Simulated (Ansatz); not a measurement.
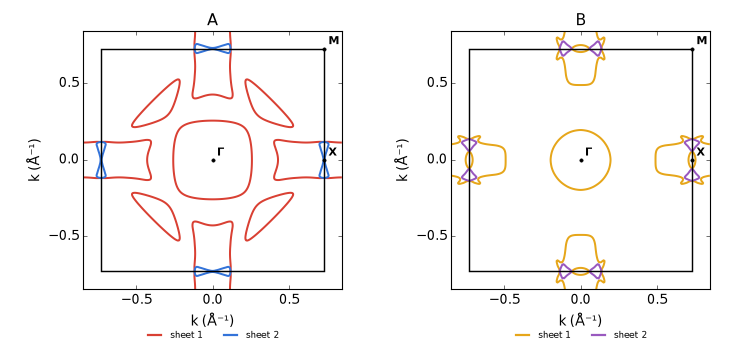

Constant-energy contours of one free-standing SnSe layer cut from the bulk crystal (space group of the slab cell P4/nmm) near its two band edges (0.40 eV into the valence band, 0.30 eV into the conduction band), in unknown order.

The calculation used DFT PBE, scalar-relativistic, plane waves, PAW; levels and slopes on a dense k mesh at the converged density (Ansatz 0.2.0). No spin polarisation. k mesh for the levels: 50×50×1. Unrelaxed database geometry (largest force 0.4 eV/Å).

Masses come from a second pass at points close to the extrema; at the energies drawn a band may no longer be parabolic.

> Which panel shows the holes and which the electrons?

A shows the valence band (holes), B the conduction band (electrons).

> Describe the extrema and the gap.

Valence band (extrema up to 0.40 eV from the edge): four equivalent maxima on the Γ–X line, principal masses 0.10 and 0.14 mₑ; one maximum at Γ, 0.18 eV below the edge, mass 1.21 mₑ in all directions; four equivalent maxima on the M–Γ line, 0.31 eV below the edge, principal masses 0.14 and 1.38 mₑ. Band 30 forms the valence edge; band 29 begins 0.36 eV lower (on the X–M line).
Conduction band (extrema up to 0.30 eV from the edge): four equivalent minima on the Γ–X line, principal masses 0.12 and 0.12 mₑ; one minimum at Γ, 0.18 eV above the edge, mass 1.24 mₑ in all directions. Band 31 forms the conduction edge; band 32 begins 0.25 eV higher (on the X–M line).
The gap is direct, 1.05 eV at this level of theory (semilocal functionals give gaps that are too small, and can reorder valleys that lie close).

Spin-orbit coupling, left out here, can change the gap, its kind, the place of the band edges and the masses, since the compound holds Sn and Se.

Time for the whole run: 70 s on 1 thread of AMD EPYC 9R45 96-Core Processor (Zen 5), with other jobs on the host, peak memory 1.8 GiB.
